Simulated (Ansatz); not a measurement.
AlNi: several calculations on one system

**1. Relaxation**

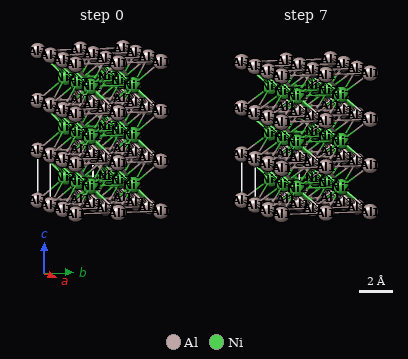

The structure of a crystal of AlNi (set up in Cmmm) before (left) and after (right) a relaxation, at one scale.

Style: ball-and-stick. Shown: the cell of the calculation, repeated 3 × 2 × 3 with one cell outlined, slightly off an axis.

Computed with DFT PBEsol, scalar-relativistic, plane waves, PAW in Ansatz. Set-up: plane-wave cutoff 420 eV; k-point mesh 16 × 16 × 14; occupations gaussian; smearing width 0.1 eV; no spin polarisation; cell and atoms relaxed; force threshold 0.005 eV/Å; at most 80 steps.

Question: What changed between the two?

Answer: The atoms keep their places relative to the cell (all moves are under 0.005 Å). Cell: a = b 2.752 → 2.859 Å (+3.9 %), c 3.099 → 2.869 Å (−7.4 %), γ 90.4° → 90.0°. Volume −0.1 %. Some distances before and after: Al1–Al1 2.752 → 2.859 Å, Ni2–Ni2 2.752 → 2.859 Å, Al1–Ni2 2.493 → 2.479 Å. Within 0.06 Å the space group is P4/mmm at the start and Pm-3m at the end; at a tighter tolerance small leftover displacements or strains of the cell lower it. Over 5 accepted moves (7 points after the start) the energy falls by 44.0 meV per cell of the calculation. All forces vanish by symmetry, so only the cell relaxes. The pressure goes from 0.35 to 0.00 GPa. At 2 points the geometry stayed and the basis and grid were re-selected for the new cell (energy shift of 0.5 meV per cell of the calculation at most each time).

**2. Relaxation**

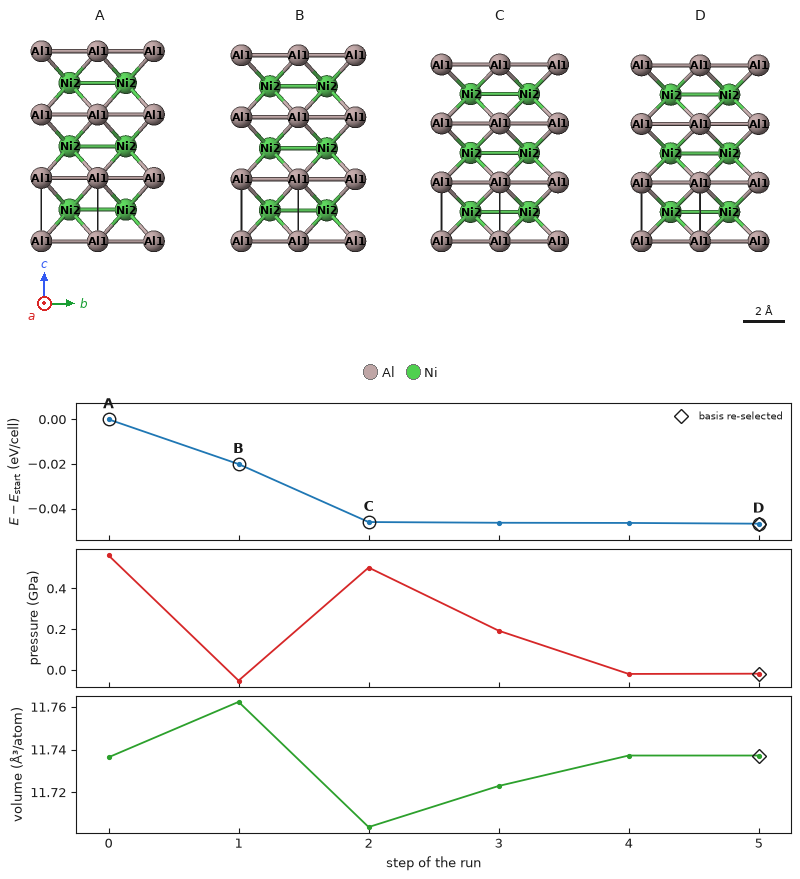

Frames of a relaxation of crystalline AlNi (set up in Cmmm), marked on the history of the run. Style: ball-and-stick. Shown: the cell of the calculation, repeated 1 × 2 × 3 with one cell outlined, along the a axis.

Method: DFT r2SCAN, scalar-relativistic, plane waves, PAW in Ansatz. (plane-wave cutoff 500 eV; k-point mesh 16 × 16 × 14; occupations gaussian; smearing width 0.1 eV; no spin polarisation; cell and atoms relaxed; force threshold 0.005 eV/Å; at most 80 steps)

What happens along the run?

Answer. The atoms keep their places relative to the cell (all moves are under 0.005 Å). The drawn cell changes at constant volume: a = b 2.752 → 2.860 Å (+3.9 %), c 3.099 → 2.870 Å (−7.4 %), γ 90.4° → 90.0°. Among the contacts that change: Al1–Al1 2.752 → 2.860 Å, Ni2–Ni2 2.752 → 2.860 Å, Al1–Ni2 2.493 → 2.480 Å. Within 0.06 Å the space group is P4/mmm at the start and Pm-3m at the end; at a tighter tolerance small leftover displacements or strains of the cell lower it. Over 4 accepted moves (5 points after the start) the energy falls by 46.8 meV per cell of the calculation. All forces vanish by symmetry, so only the cell relaxes. The pressure goes from 0.56 to −0.02 GPa. At 1 point the geometry stayed and the basis and grid were re-selected for the new cell (energy shift of 0.3 meV per cell of the calculation at most each time). The run took 91 s on 1 thread of Intel(R) Xeon(R) 6975P-C (Granite Rapids), on a shared host, peak memory 0.66 GiB. From step 0 to 1: volume +0.2 %, energy −20.1 meV per cell of the calculation. From step 1 to 2: volume −0.5 %, energy −26.0 meV per cell of the calculation. From step 2 to 5: volume +0.3 %, energy −0.7 meV per cell of the calculation.

```
step  E − E(0), meV/atom  pressure, GPa  volume, Å³/atom                      note
   0                0.00           0.56           11.736                          
   1              -10.03          -0.05           11.762                          
   2              -23.02           0.50           11.704                          
   3              -23.18           0.19           11.723                          
   4              -23.22          -0.02           11.737                          
   5              -23.39          -0.02           11.737  same geometry, new basis
```

**3. A change**

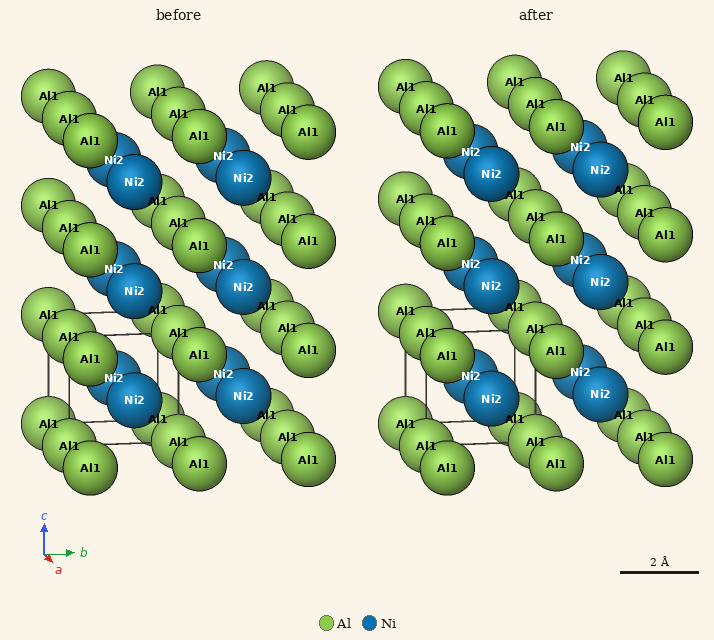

Left: crystalline AlNi (set up in P4/mmm). Right: the same structure after one change, at the same scale. The picture is a spheres-only view of the cell of the calculation, repeated 2 × 2 × 3 with one cell outlined, seen slightly off an axis.

Method: DFT r2SCAN, scalar-relativistic, plane waves, PAW (Ansatz). (plane-wave cutoff 500 eV; k-point mesh 18 × 18 × 18; occupations gaussian; smearing width 0.1 eV; no spin polarisation)

Question: What was changed?

Answer: Strain along c alone, +3.0 %, is applied. Symmetry leaves the atoms no freedom, so this is a single point.

Question: What does the change do?

Answer: Some distances before and after: Al–Al 2.863 → 2.860 to 2.956 Å, Ni–Ni 2.863 → 2.860 to 2.956 Å, Al–Ni 2.480 → 2.505 Å. The space group stays P4/mmm (No. 123). The energy rises by 7.1 meV per atom. The pressure goes from 0.0 to −4.9 GPa. The principal stresses (compression positive) are −6.3 GPa along c and −4.2 GPa across it. All forces vanish by symmetry.

**4. Series**

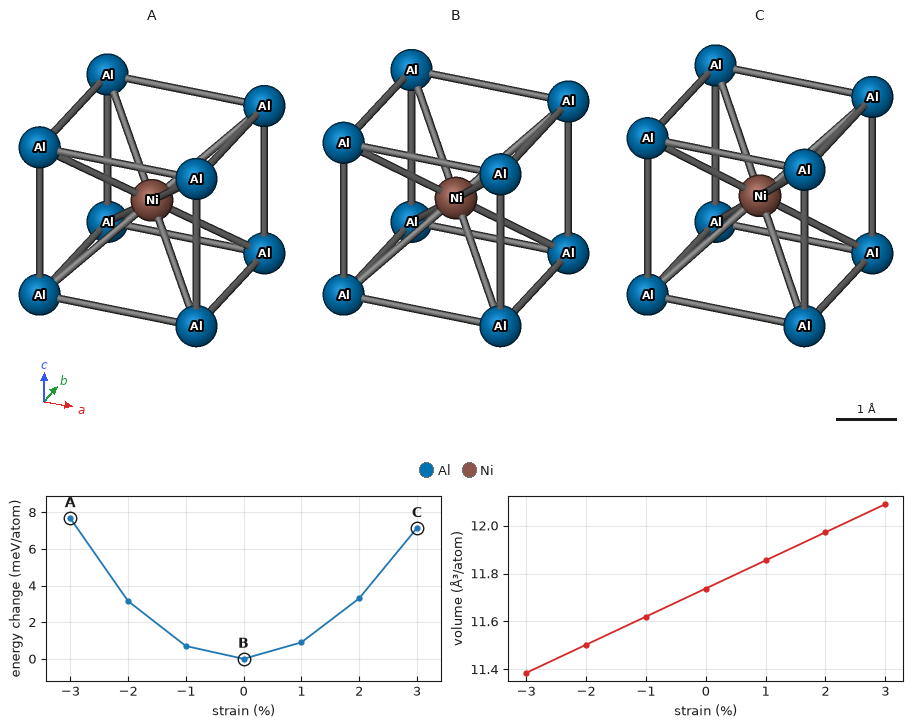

Members of a series of calculations on solid AlNi (set up in P4/mmm), marked on the first curve. The picture is a ball-and-stick view of the cell of the calculation, seen from a free direction.

Level of theory: DFT r2SCAN, scalar-relativistic, plane waves, PAW (Ansatz 0.2.0). Settings: plane-wave cutoff 500 eV; k-point mesh 18 × 18 × 18; occupations gaussian; smearing width 0.1 eV; no spin polarisation.

### Which kind of strain is it, and how does the structure respond?

Strain along c alone, the other axes held, atoms relaxed. A (strain −3.0 %): energy change 7.7 meV/atom, volume 11.39 Å³ per atom. B (strain 0.0 %): energy change 0.0 meV/atom, volume 11.74 Å³ per atom. C (strain 3.0 %): energy change 7.1 meV/atom, volume 12.09 Å³ per atom. The rest compares A with C. The drawn cell changes as follows: a = b unchanged at 2.860 Å, c 2.784 → 2.956 Å (+6.2 %); the volume changes by +6.2 %. Among the bonded contacts that change: Al–Al 2.784 → 2.956 Å, Ni–Ni 2.784 → 2.956 Å, Al–Ni 2.455 → 2.505 Å.
